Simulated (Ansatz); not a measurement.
**Single-point calculation, with input and output: WSe2 (part 2 of 2)**

WSe2 (P6₃/mmc, 6 atoms in the cell); DFT LDA+U+J, scalar-relativistic, plane waves, PAW, U = 4 eV, J = 0.9 eV on W atom 1 d; U = 4 eV, J = 0.9 eV on W atom 2 d, spin-polarised (Ansatz 0.2.0); cutoff 420 eV, 7×7×2 k-mesh, Gaussian smearing of 0.05 eV, collinear spins. The structure derives from an entry of the Crystallography Open Database. It belongs to a series of runs on one base structure; here: natural orbitals of the symmetric run, filled by rank.

Geometry of the input (Å; fractional positions):
```
3.2900  0.0000  0.0000
-1.6450  2.8492  0.0000
0.0000  0.0000  12.9700
W  0.3333  0.6667  0.2500
W  0.6667  0.3333  0.7500
Se 0.3333  0.6667  0.6210
Se 0.6667  0.3333  0.1210
Se 0.3333  0.6667  0.8790
Se 0.6667  0.3333  0.3790
```

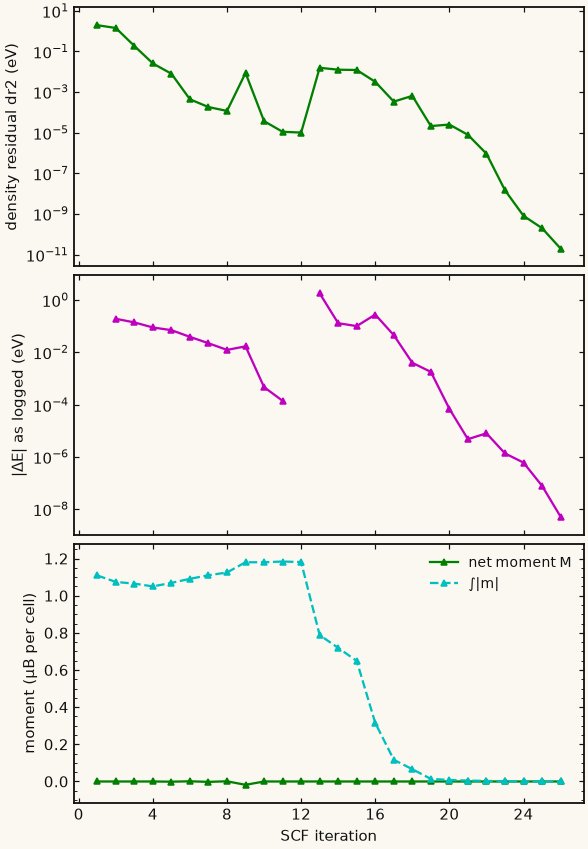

Figure 1. Convergence of the self-consistent field: density residual dr2, size of the energy change and magnetic moment against the SCF iteration. The residual falls unevenly and jumps up by a factor of two or more 2 times on the way down. The net moment stays at 0.0 μB per cell, and ∫|m| falls to zero.

```
SCF converged after 26 iterations
Magnetization: 0.0000 μB (46.0000 up, 46.0000 down)
Absolute magnetization: 0.0000 μB (∫|ρ↑−ρ↓|, with the PAW one-centre terms)
Spin contamination: 0.0000 ħ² per cell (⟨S²⟩ above its minimum at these occupations)
Per-site moments (μB) at R_I (Å): [(4.882806685356091e-7, 1.044154378406521), (-4.898678434976233e-7, 1.044154378406521), (2.7208812139037817e-7, 1.044154378406521), (-2.713061534637527e-7, 1.0441543784065213), (2.7208812133805075e-7, 1.0441543784065217), (-2.713061535341808e-7, 1.044154378406521)]
Free energy (F): -41796.369282 eV
Harris-Foulkes:  -41796.369282 eV  (|F-HF|=5.09e-11)
Internal energy: -41796.369282 eV  (E = F + TS)
E sigma→0 (E₀):  -41796.369282 eV
Fermi energy:    13.064439 eV
--- Per-component energies (eV) ---
  E_band       = -1718.140325
  E_kinetic    = 1381.886612
  E_local      = -11477.470201  (includes V_loc(G=0)·N_el)
  E_nonlocal   = -2341.529057
  E_hartree    = 5501.402867
  E_xc         = -946.874028
  E_vxc        = -875.021651  (∫ρ·V_xc dr)
  E_hubbard    = -0.052245  (on-site DFT+U / exact-exchange correction)
  E_vhub       = -0.104490  (the Hubbard potential's part of the band-sum identity)
  E_paw        = -23928.319422  (= ΣΔE_a)
  E_vpaw       = 591.295158  (= ΣTr[D̂ρ^β])
  E_aug_tail   = -0.002526  (compensation charges beyond the density's cutoff)
  E_ewald      = -9994.847037
  E_core_change = 9.435755  (= ΣΔE_core)
  E_smearing   = -0.000000  (= −TS)
  E_closure    = -0.000000  (closes the sum)
  Σ components = -41796.369282   (vs F -41796.369282, Δ=0.00e0)
--- DFT+U+J on-site energies (Liechtenstein; amf double counting; per corrected site; eV) ---
  site 0 (l=d): U=4.0000  J=0.9000  Tr N=5.0499  E_int=41.286692  E_dc=41.312814  E_U=-0.026122
  site 1 (l=d): U=4.0000  J=0.9000  Tr N=5.0499  E_int=41.286705  E_dc=41.312827  E_U=-0.026122
--- Specified on-site occupations, and those of the state reported ---
  electrons in the specified blocks: 4.2000 specified, 10.0998 found
  site 1 (l=d) ↑: largest change of an orbital's occupation 0.5513; electrons 0.1000 specified, 2.5250 found; spectral distance 1.0883
  site 0 (l=d) ↓: largest change of an orbital's occupation 0.5513; electrons 0.1000 specified, 2.5250 found; spectral distance 1.0883
  site 1 (l=d) ↓: largest change of an orbital's occupation 0.4954; electrons 2.0000 specified, 2.5250 found; spectral distance 1.0004
  site 0 (l=d) ↑: largest change of an orbital's occupation 0.4954; electrons 2.0000 specified, 2.5250 found; spectral distance 1.0004
--- Forces (eV/Å), atoms counted from 1 ---
  atom   1  W      0.00000000    -0.00000026     0.00000000
  atom   2  W      0.00000000     0.00000026     0.00000000
  atom   3  Se     0.00000000    -0.00000030     0.35247707
  atom   4  Se     0.00000000     0.00000030     0.35247632
  atom   5  Se     0.00000000    -0.00000030    -0.35247707
  atom   6  Se     0.00000000     0.00000030    -0.35247632
  max |Σ_I F_I| component: 1.22e-8 eV/Å
--- Stress (GPa, compression-positive) ---
       -3.965991       0.000000       0.000000
        0.000000      -3.965987       0.000000
        0.000000       0.000000      -3.739347
  P = ⅓ Tr σ = -3.8904 GPa (-38.904 kbar)
--- Band table (eV; the first three rows and the last of 64) ---
  k-point 0 ↑: bands = ["-61.6307", "-61.6306", "-35.3418", "-35.3418", "-35.3417", "-35.3417", "-35.3412", "-35.3412", "-35.3411", "-35.3411", "-35.3142", "-35.3142", "-35.3139", "-35.3139", "-35.3130", "-35.3130", "-35.3127", "-35.3127", "-35.3027", "-35.3025", "-35.3005", "-35.3002", "-25.8900", "-25.8900", "-25.7700", "-25.7700", "-25.7700", "-25.7700", "-2.6649", "-2.4110", "-1.4952", "-1.0722", "5.4555", "6.5497", "8.9865", "9.9188", "9.9188", "9.9355", "9.9355", "11.1447", "11.1447", "11.2015", "11.2015", "11.3514", "11.6037", "12.4938", "15.3015", "15.3015", "15.3317", "15.3317", "15.3502", "15.3502", "15.5413", "15.5413", "16.9816", "17.7210", "20.2349", "20.6661"]
  k-point 1 ↑: bands = ["-61.6306", "-61.6306", "-35.3418", "-35.3418", "-35.3418", "-35.3418", "-35.3411", "-35.3411", "-35.3411", "-35.3411", "-35.3140", "-35.3140", "-35.3140", "-35.3140", "-35.3128", "-35.3128", "-35.3128", "-35.3128", "-35.3026", "-35.3026", "-35.3004", "-35.3004", "-25.8900", "-25.8900", "-25.7700", "-25.7700", "-25.7700", "-25.7700", "-2.5568", "-2.5568", "-1.2676", "-1.2676", "5.9131", "5.9131", "9.9270", "9.9270", "9.9270", "9.9270", "9.9951", "9.9952", "11.1730", "11.1730", "11.1730", "11.1730", "12.3019", "12.3019", "15.2989", "15.2989", "15.2989", "15.2989", "15.4630", "15.4630", "15.4630", "15.4630", "17.3820", "17.3820", "20.4199", "20.4199"]
  k-point 2 ↑: bands = ["-61.6286", "-61.6285", "-35.3416", "-35.3416", "-35.3413", "-35.3413", "-35.3409", "-35.3409", "-35.3404", "-35.3403", "-35.3143", "-35.3143", "-35.3141", "-35.3140", "-35.3135", "-35.3132", "-35.3131", "-35.3128", "-35.3023", "-35.3021", "-35.3001", "-35.2998", "-25.8807", "-25.8807", "-25.8150", "-25.8150", "-25.7804", "-25.7804", "-2.3629", "-2.1123", "-1.3235", "-0.9321", "5.8477", "6.9361", "8.7257", "9.0773", "9.1282", "10.0845", "10.2025", "10.2396", "10.6704", "10.7438", "10.9367", "11.3929", "11.7202", "12.0055", "14.3987", "14.8709", "14.9469", "14.9484", "15.1467", "15.2143", "15.7082", "15.8727", "18.3237", "18.9684", "20.9672", "21.4260"]
  k-point 31 ↓: bands = ["-61.6213", "-61.6213", "-35.3414", "-35.3414", "-35.3407", "-35.3407", "-35.3382", "-35.3382", "-35.3379", "-35.3379", "-35.3152", "-35.3152", "-35.3149", "-35.3149", "-35.3142", "-35.3142", "-35.3134", "-35.3134", "-35.3008", "-35.3008", "-35.2984", "-35.2984", "-25.9571", "-25.9571", "-25.8469", "-25.8469", "-25.8373", "-25.8373", "-0.9046", "-0.9046", "-0.4277", "-0.4277", "6.7381", "6.7381", "7.5547", "7.5547", "8.0948", "8.0948", "9.1373", "9.1373", "9.9244", "9.9244", "10.5604", "10.5604", "11.5492", "11.5492", "14.1266", "14.1266", "14.8451", "14.8451", "15.5869", "15.5869", "16.7398", "16.7398", "18.5331", "18.5331", "20.3782", "20.3782"]
Occupation matrices written to [file]
--- Löwdin populations: 6 sites ---
  site symbol       q [e]    m [muB]
     0      W     13.6337     0.0000
     1      W     13.6337    -0.0000
     2     Se     16.0848     0.0000
     3     Se     16.0848    -0.0000
     4     Se     16.0848     0.0000
     5     Se     16.0848    -0.0000
  spilling = 0.004274 (of n_electrons = 92.000000)
--- Occupation matrices: 2 shells (run DFT+U table (all-electron-ortho-atomic); ε = 6.56e-4) ---
  W0 d_5D: site group D3h (-6m2)
  W0 d_5D up     Tr n = 2.5250  λ = 0.461 0.461 0.515 0.515 0.571  [2× xz 0.50 E''(1.00) | 2× x2-y2 0.50 E'(1.00) | z2 1.00 A1'(1.00)]
  W0 d_5D dn     Tr n = 2.5250  λ = 0.461 0.461 0.515 0.515 0.571  [2× xz 0.50 E''(1.00) | 2× x2-y2 0.50 E'(1.00) | z2 1.00 A1'(1.00)]
  specified occupation → W0 d_5D up: matrix, ‖Δ‖_F = 1.0004, Tr Δ = -0.5250, displaced = 1.1158, d_λ = 1.0004; orbital distance = 0.7071
  specified occupation → W0 d_5D dn: matrix, ‖Δ‖_F = 1.0883, Tr Δ = -2.4250, displaced = 1.2125, d_λ = 1.0883; orbital distance = 0.0000
  W1 d_5D: site group D3h (-6m2)
  W1 d_5D up     Tr n = 2.5250  λ = 0.461 0.461 0.515 0.515 0.571  [2× xz 0.50 E''(1.00) | 2× x2-y2 0.50 E'(1.00) | z2 1.00 A1'(1.00)]
  W1 d_5D dn     Tr n = 2.5250  λ = 0.461 0.461 0.515 0.515 0.571  [2× xz 0.50 E''(1.00) | 2× x2-y2 0.50 E'(1.00) | z2 1.00 A1'(1.00)]
  specified occupation → W1 d_5D up: matrix, ‖Δ‖_F = 1.0883, Tr Δ = -2.4250, displaced = 1.2125, d_λ = 1.0883; orbital distance = 0.0000
  specified occupation → W1 d_5D dn: matrix, ‖Δ‖_F = 1.0004, Tr Δ = -0.5250, displaced = 1.1158, d_λ = 1.0004; orbital distance = 0.7071
  Tr n, λ and their labels are of the run-group-symmetrised matrices; stabiliser: 48 of 48 elements of G0×{1,Θ} (closed), max defect 9.2e-6 at τ = 1.4e-4
```

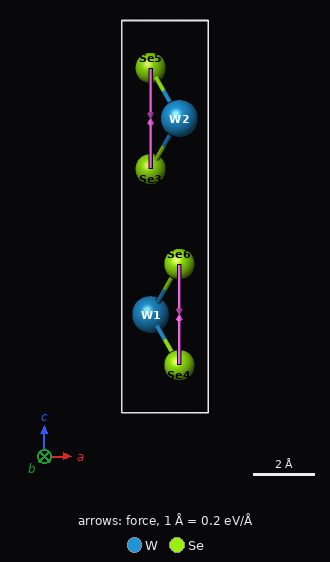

Figure 2. Forces on the atoms as pink arrows (ball-and-stick view of the cell of the calculation, along the b axis; atoms are numbered from 1 in the order of the input). The largest act on all 4 Se atoms (0.35 eV/Å). The geometry is not a stationary point of this energy.

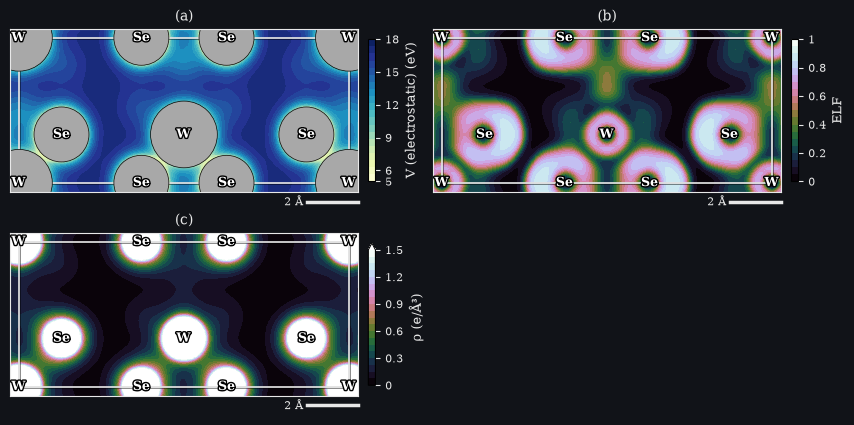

Figure 3. (a) electrostatic potential (local pseudopotential plus Hartree) felt by an electron; (b) ELF; (c) valence charge density (pseudo) on the (110) plane of the conventional cell. Grey discs, where drawn, cover atomic cores. The section cuts through W and Se sites. W–Se (2.53 Å): the density is about 0.55 e/Å³ at the midpoint; the ELF is about 0.50 at the midpoint. Away from the nuclei the density in this plane falls to 0.02 e/Å³ at its lowest. The strong features right at W lie inside the PAW spheres (semicore, d or f shells) and say nothing about bonding. Outside the cores the potential energy rises away from the atoms and is highest about 2.4 Å from the nearest atoms; outside the discs it spans about 11 eV, and its zero is arbitrary. In a PAW calculation such maps are meaningful between the atoms, not at the nuclei.

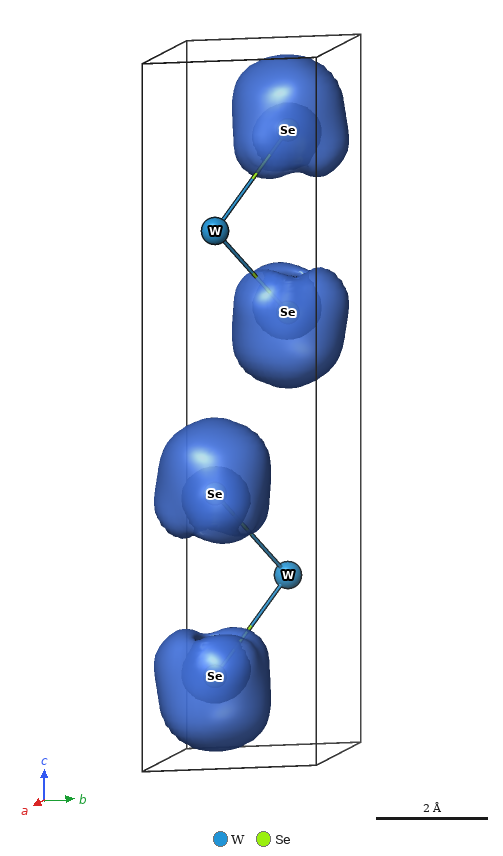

Figure 4. Isosurface of the ELF at 0.7 (blue), seen slightly off an axis. Core shells and regions of very low density are left out. Sticks mark near contacts. The outline is the cell set on symmetry axes. Profiles from the grid: W–Se (2.53 Å): the ELF is about 0.50 at the midpoint.

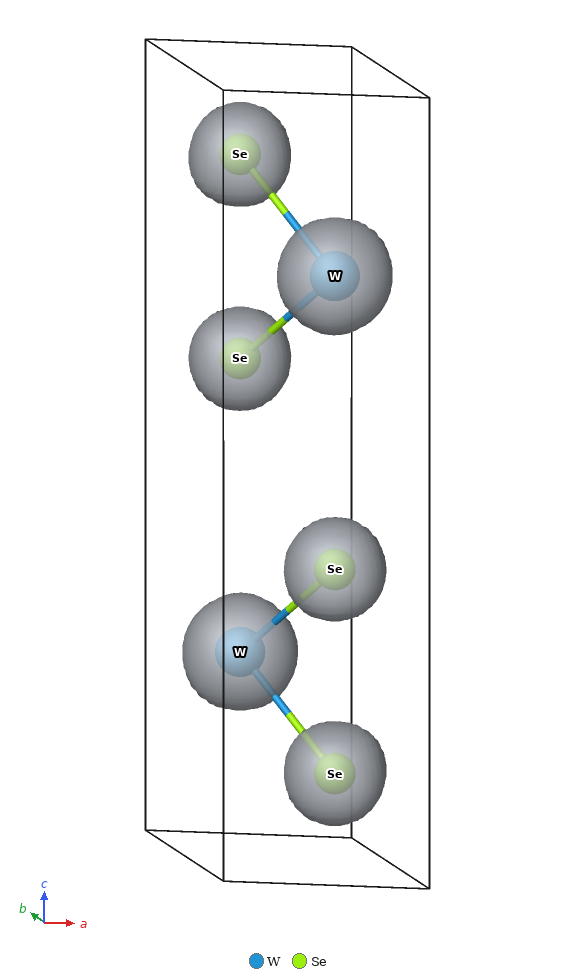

Figure 5. Isosurface of the valence electron density at 1 e/Å³ (grey), seen slightly off an axis. Sticks mark near contacts. The outline is the cell set on symmetry axes. At this value the density breaks into separate islands; it holds about 70 % of the electrons treated as valence (semicore included). It is pinched off along the W–Se (2.53 Å) contacts. On the grid the lowest density along these lines, outside the cores, is 0.55 e/Å³ (W–Se, 2.53 Å).
